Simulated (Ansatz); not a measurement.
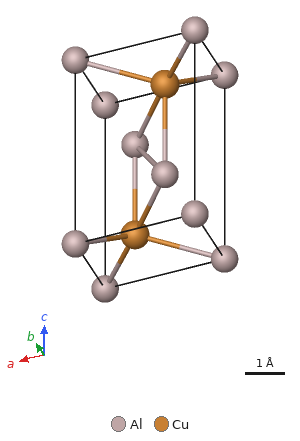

Normal modes of a crystal of Al3Cu2, at the zone centre. The picture is a ball-and-stick view of the cell of the calculation, seen from a free direction.

The calculation used DFT LDA, scalar-relativistic, plane waves, PAW in Ansatz 0.2.0. Settings: plane-wave cutoff 420 eV; k-point mesh 12 × 12 × 8; occupations fermi dirac; smearing width 0.15 eV; no spin polarisation.

The frequencies depend somewhat on the k-mesh and the smearing.

Question: Which optical modes does it have, at what frequencies, and is it stable there?

Answer: The calculation's cell holds 5 atoms, so there are 12 optical modes, in 8 levels. The optical modes span 2E_g + 2A₁g + 2A₂u + 2E_u. No level is unstable.

```csv
level,symmetry,frequency (cm⁻¹),activity
1,E_g,126,Raman-active
2,A₁g,157,Raman-active
3,A₂u,189,infrared-active
4,E_u,205,infrared-active
5,E_g,277,Raman-active
6,E_u,327,infrared-active
7,A₂u,329,infrared-active
8,A₁g,362,Raman-active
```

The crystal is a metal, so free carriers screen the infrared response.

The modes drawn as arrows (one member of each degenerate set), 6 of the levels:

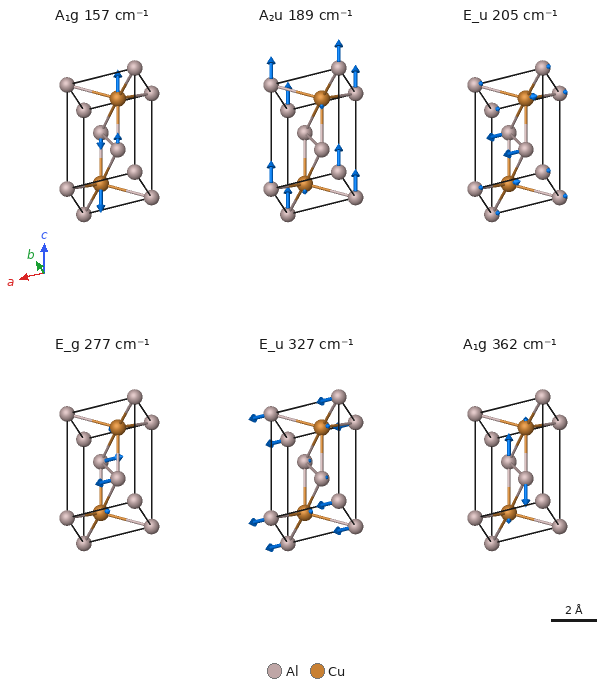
